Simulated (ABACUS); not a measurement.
**Single-point calculation at one volume of an equation of state of Cs (part 1 of 2)**

- system: Cs (1 atom in the cell)
- method: Kohn-Sham DFT of a periodic cell, PBE, PseudoDojo NC SR 0.4.1 PBE standard, no spin polarisation (ABACUS 3.10.1)

The structure derives from a Materials Project entry. It belongs to a series of runs on one base structure; here: volume scaled by 1.02.

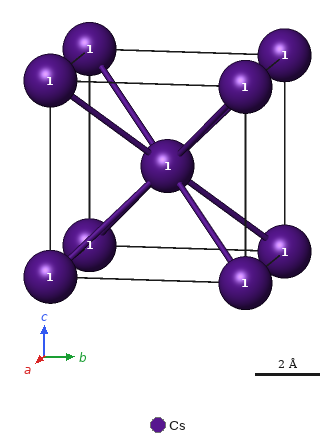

Fig. 1: The structure (ball-and-stick view of the cell 2 times as large as that of the calculation, set on its symmetry axes, seen slightly off an axis; atoms are numbered from 1 in the order of the input). Near neighbours in the crystal (not all of them lie inside the picture): Cs has 8 Cs at 5.45 Å.

### The input
```
INPUT_PARAMETERS
suffix              Cs
calculation         scf
basis_type          lcao
pseudo_dir          ./
orbital_dir         ./
symmetry            1
dft_functional      pbe
ecutwfc             100
pseudo_rcut         10
nspin               1
nbands              9
ks_solver           genelpa
smearing_method     fd
smearing_sigma      0.00367493
scf_thr             1e-07
scf_nmax            100
mixing_type         broyden
mixing_beta         0.7
cal_force           1
cal_stress          1
out_mul             1
```

### File STRU
```
ATOMIC_SPECIES
Cs 132.9055 Cs.upf

NUMERICAL_ORBITAL
Cs_confined-atom_10au_4s3p3d1f.orb

LATTICE_CONSTANT
1.8897261246

LATTICE_VECTORS
-3.1491839769 3.1491839769 3.1491839769
3.1491839769 -3.1491839769 3.1491839769
3.1491839769 3.1491839769 -3.1491839769

ATOMIC_POSITIONS
Direct

Cs
0.0
1
0.0000000000 0.0000000000 0.0000000000 1 1 1
```

### File KPT
```
K_POINTS
0
Gamma
6 6 6 0 0 0
```

Run on 4 threads of Intel Xeon @ 2.60GHz (Ice Lake), 24 GiB of memory available, shared host.

Launched with:
```bash
OMP_NUM_THREADS=1 mpirun -np 4 abacus > log
```

### Output
```
ABACUS v3.10.1

               Atomic-orbital Based Ab-initio Computation at UStc

 ------------------------------------------------------------------------------------

 READING GENERAL INFORMATION
                           global_out_dir = OUT.Cs/
                           global_in_card = INPUT
                               pseudo_dir = ./
                              orbital_dir = ./
                                    DSIZE = 4
                                    GSIZE = 1

 READING UNITCELL INFORMATION
                                    ntype = 1
                  lattice constant (Bohr) = 1.88973
              lattice constant (Angstrom) = 1

 READING ATOM TYPE 1
                               atom label = Cs
                      L=0, number of zeta = 4
                      L=1, number of zeta = 3
                      L=2, number of zeta = 3
                      L=3, number of zeta = 1
             number of atom for this type = 1

                        TOTAL ATOM NUMBER = 1
DIRECT COORDINATES
    atom                   x                   y                   z     mag                  vx                  vy                  vz
taud_Cs1            0.0000000000        0.0000000000        0.0000000000  0.0000        0.0000000000        0.0000000000        0.0000000000

                          Volume (Bohr^3) = 843.045
                             Volume (A^3) = 124.926

 Lattice vectors: (Cartesian coordinate: in unit of a_0)
             -3.14918            +3.14918            +3.14918
             +3.14918            -3.14918            +3.14918
             +3.14918            +3.14918            -3.14918
 Reciprocal vectors: (Cartesian coordinate: in unit of 2 pi/a_0)
                   +0           +0.158771           +0.158771
            +0.158771                  +0           +0.158771
            +0.158771           +0.158771                  +0
 The esolver type has been set to : ksdft_lcao

                PAO radial cut off (Bohr) = 10

 Read in pseudopotential file is Cs.upf
                     pseudopotential type = NC
          exchange-correlation functional = PBE
                 nonlocal core correction = 1
                        valence electrons = 9
                                     lmax = 3
                           number of zeta = 3
                     number of projectors = 8
                           L of projector = 0
                           L of projector = 0
                           L of projector = 1
                           L of projector = 1
                           L of projector = 2
                           L of projector = 2
                           L of projector = 3
                           L of projector = 3
     initial pseudo atomic orbital number = 5

 SETUP THE ELECTRONS NUMBER
            electron number of element Cs = 9
      total electron number of element Cs = 9
            AUTOSET number of electrons:  = 9
                           occupied bands = 5
                                   NLOCAL = 35
                                   NBANDS = 9
                                   NBANDS = 9
                                   NLOCAL = 35

%%%%%%%%%%%%%%%%%%%%%%%%%%%%%%%%%%%%%%%%%%%%%%%%%%%%%%%%%%%%%%%%%%%%%%%%%%%%%%%%%%%%%%%%%%%%%%%%%%%%%%%%%%
 Warning: the number of valence electrons in pseudopotential > 1 for Cs: [Xe] 6s1
 Pseudopotentials with additional electrons can yield (more) accurate outcomes, but may be less efficient.
 If you're confident that your chosen pseudopotential is appropriate, you can safely ignore this warning.
%%%%%%%%%%%%%%%%%%%%%%%%%%%%%%%%%%%%%%%%%%%%%%%%%%%%%%%%%%%%%%%%%%%%%%%%%%%%%%%%%%%%%%%%%%%%%%%%%%%%%%%%%%

 SETUP THE PLANE WAVE BASIS
 energy cutoff for charge/potential (unit:Ry) = 400
            fft grid for charge/potential = [ 72, 72, 72 ]
                        fft grid division = [ 3, 3, 3 ]
        big fft grid for charge/potential = [ 24, 24, 24 ]
                                     nbxx = 3456
                                     nrxx = 93312

 SETUP PLANE WAVES FOR CHARGE/POTENTIAL
                    number of plane waves = 114021
                         number of sticks = 3181

 PARALLEL PW FOR CHARGE/POTENTIAL
     PROC   COLUMNS(POT)             PW
        1            795          28505
        2            796          28507
        3            795          28505
        4            795          28504
 --------------- sum -------------------
        4           3181         114021
                            number of |g| = 652
                                  max |g| = 36.1487
                                  min |g| = 0.0504166

----------- Double Check Mixing Parameters Begin ------------
mixing_type: broyden
mixing_beta: 0.7
mixing_gg0: 1
mixing_gg0_min: 0.1
mixing_ndim: 8
----------- Double Check Mixing Parameters End ------------

 LATTICE VECTORS: (CARTESIAN COORDINATE: IN UNIT OF A0)
             -3.14918            +3.14918            +3.14918
             +3.14918            -3.14918            +3.14918
             +3.14918            +3.14918            -3.14918
                       right hand lattice = 1
                                   NORM_A = 5.45455
                                   NORM_B = 5.45455
                                   NORM_C = 5.45455
                           ALPHA (DEGREE) = 109.471
                           BETA  (DEGREE) = 109.471
                           GAMMA (DEGREE) = 109.471

 The lattice vectors have been changed (STRU_SIMPLE.cif)

(for optimal symmetric configuration:)
                             BRAVAIS TYPE = 2
                     BRAVAIS LATTICE NAME = 02. Cubic I (body-centered)
                                    ibrav = 2
                                    IBRAV = 2
                                  BRAVAIS = BODY CENTERED CUBIC
                       LATTICE CONSTANT A = 6.29837
Original cell was already a primitive cell.
                        ROTATION MATRICES = 48
              PURE POINT GROUP OPERATIONS = 48
                   SPACE GROUP OPERATIONS = 48
                              POINT GROUP = O_h
               POINT GROUP IN SPACE GROUP = O_h

 SETUP K-POINTS
                                    nspin = 1
                   Input type of k points = Monkhorst-Pack(Gamma)
                                   nkstot = 216
                       right hand lattice = 1
(for reciprocal lattice: )
                             BRAVAIS TYPE = 3
                     BRAVAIS LATTICE NAME = 03. Cubic F (face-centered)
                                    ibrav = 3
                       right hand lattice = 1
(for k-lattice: )
                             BRAVAIS TYPE = 3
                     BRAVAIS LATTICE NAME = 03. Cubic F (face-centered)
                                    ibrav = 3
                       right hand lattice = 1
                        ROTATION MATRICES = 48
                               nkstot_ibz = 16
K-POINTS REDUCTION ACCORDING TO SYMMETRY
     IBZ    DIRECT_X    DIRECT_Y    DIRECT_Z  WEIGHT  ibz2bz
       1  0.00000000  0.00000000  0.00000000  0.0046       0
       2 -0.16666667  0.16666667  0.00000000  0.0556       1
       3 -0.33333333  0.33333333  0.00000000  0.0556       2
       4  0.50000000  0.50000000  0.00000000  0.0278       3
       5 -0.33333333  0.16666667  0.16666667  0.1111       7
       6  0.50000000  0.33333333  0.16666667  0.2222       8
       7  0.33333333  0.33333333  0.33333333  0.0370      14
       8  0.50000000  0.16666667  0.16666667  0.0370      43
       9  0.33333333  0.33333333  0.16666667  0.0556      44
      10 -0.16666667  0.16666667  0.16666667  0.0278      47
      11 -0.33333333  0.16666667  0.33333333  0.1111      52
      12  0.50000000  0.50000000  0.16666667  0.0556      57
      13  0.50000000  0.33333333  0.33333333  0.1111      58
      14 -0.33333333  0.33333333  0.33333333  0.0278      88
      15  0.50000000  0.50000000  0.33333333  0.0556      93
      16  0.50000000  0.50000000  0.50000000  0.0046     129

                               nkstot now = 16
[... K-POINTS DIRECT COORDINATES: 16 rows ...]

           k-point number in this process = 16
       minimum distributed K point number = 16
[... stars of the k points ...]

[... K-POINTS CARTESIAN COORDINATES: 16 rows ...]

[... K-POINTS DIRECT COORDINATES: 16 rows ...]

 SETUP PLANE WAVES FOR WAVE FUNCTIONS
     energy cutoff for wavefunc (unit:Ry) = 100
              fft grid for wave functions = [ 72, 72, 72 ]
                    number of plane waves = 18533
                         number of sticks = 941

 PARALLEL PW FOR WAVE FUNCTIONS
     PROC   COLUMNS(POT)             PW
        1            235           4633
        2            236           4635
        3            235           4632
        4            235           4633
 --------------- sum -------------------
        4            941          18533

 SET NONLOCAL PSEUDOPOTENTIAL PROJECTORS
 max number of nonlocal projetors among all species is 8

 -------------------------------------------
 SELF-CONSISTENT
 -------------------------------------------

 SETUP SEARCHING RADIUS FOR PROGRAM TO SEARCH ADJACENT ATOMS
                  longest orb rcut (Bohr) = 10
   longest nonlocal projector rcut (Bohr) = 2.3
                     search radius (Bohr) = 24.6
              searching radius is (Bohr)) = 24.6
         searching radius unit is (Bohr)) = 1.89
                         PeriodicBoundary = 1
                        Radius(unit:lat0) = 13
                                   glayer = [ 4, 4, 4 ]
                             glayer_minus = [ 3, 3, 3 ]

Find the coordinate range of the input atom(unit:lat0).
                                  min_tau = [ -28.3, -28.3, -28.3 ]
                                  max_tau = [ 28.3, 28.3, 28.3 ]
                                BoxNumber = [ 7, 7, 7 ]

 SETUP EXTENDED REAL SPACE GRID FOR GRID INTEGRATION
                          real space grid = [ 72, 72, 72 ]
                 big cell numbers in grid = [ 24, 24, 24 ]
             meshcell numbers in big cell = [ 3, 3, 3 ]
                        extended fft grid = [ 29, 29, 29 ]
                dimension of extened grid = [ 83, 83, 83 ]
                            UnitCellTotal = 125
              Atom number in sub-FFT-grid = 1
    Local orbitals number in sub-FFT-grid = 35
                                ParaV.nnr = 21060
                                 init_chg = atomic

 LCAO ALGORITHM --------------- ION=   1  ELEC=   1--------------------------------

 Density error is 0.0169838590739
----------------------------------------------------------
     Energy           Rydberg                 eV
```
